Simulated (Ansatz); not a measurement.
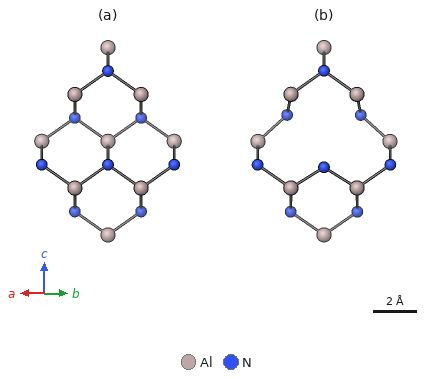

Left: perfect AlN. Right: the same region with one point defect, after relaxing the atoms in a supercell of 64 sites. Style: ball-and-stick. Shown: the atoms within 4.6 Å of one point, in a slice 5.0 Å thick across the line of sight, along [110].

All numbers below come from Ansatz 0.2.0, DFT, PBEsol, PAW, plane waves. (plane-wave cutoff 420 eV; k-point mesh 1 × 1 × 1; mesh shifted by (0.25, 0.25, 0.25); no spin polarisation) Fermi-Dirac smearing of 0.01 eV. A uniform background neutralises the charged cell. The axes drawn are those of the host's conventional cell.

**Which defect is it?**

An aluminium atom is taken out (a vacancy).

The charge state of the cell is −1.

**How does the lattice respond?**

Around the empty Al site the host had 4 N at 1.90 Å; after relaxation the nearest atoms are 4 N at 2.09 to 2.12 Å. Of the host's atoms, a nitrogen atom moves furthest from its site, by 0.22 Å.

Limits of the set-up: the cell is charged, on a uniform background, and energies carry no finite-size correction.
